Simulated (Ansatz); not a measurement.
System: AlN, space group P6_3/mmc, 4 atoms in the cell. The cell is scaled at fixed shape and fractional positions. At 9.95 Å³/atom, a = 3.312 Å, c = 4.188 Å (hexagonal axes). Ansatz 0.2.0; PBEsol, Ansatz PAW, no spin polarisation, no spin-orbit coupling, 9×9×7 k mesh, 420 eV cutoff, Fermi-Dirac smearing of 0.05 eV.

At 9.95 Å³/atom the lowest conduction levels at the points plotted lie 3.17 eV (Γ) and 5.03 eV (K) above the valence top at Γ.

How does each level move from 9.35 Å³/atom to 10.54 Å³/atom?

Answer. Γ falls by 0.89 eV and K rises by 0.18 eV. Straight lines against ln V have slopes of −7.4 eV at Γ and +1.5 eV at K. The lowest is the one at Γ, over the whole range, so among these points the gap stays direct.

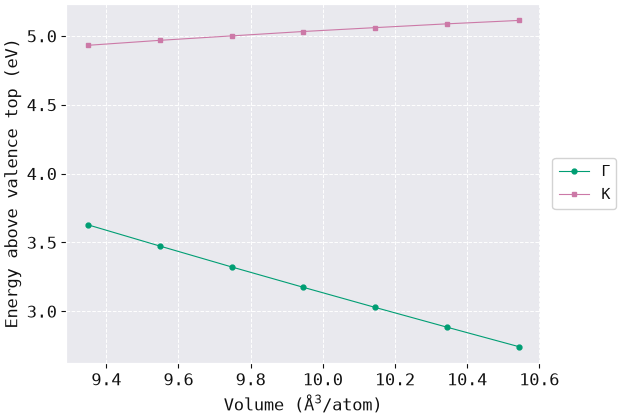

Lowest conduction level at each named k point, counted from the valence-band top at Γ.

| volume | Γ (eV) | K (eV) |
| --- | --- | --- |
| 9.35 Å³/atom | 3.63 | 4.93 |
| 9.55 Å³/atom | 3.47 | 4.97 |
| 9.75 Å³/atom | 3.32 | 5.00 |
| 9.95 Å³/atom | 3.17 | 5.03 |
| 10.14 Å³/atom | 3.03 | 5.06 |
| 10.34 Å³/atom | 2.88 | 5.09 |
| 10.54 Å³/atom | 2.74 | 5.11 |

The PAW data sets were made with another functional. LDA, GGA and most meta-GGA functionals understate gaps. The usual form of AlN is wurtzite. A mesh with an odd division misses points of the zone boundary, where a smaller gap can lie.
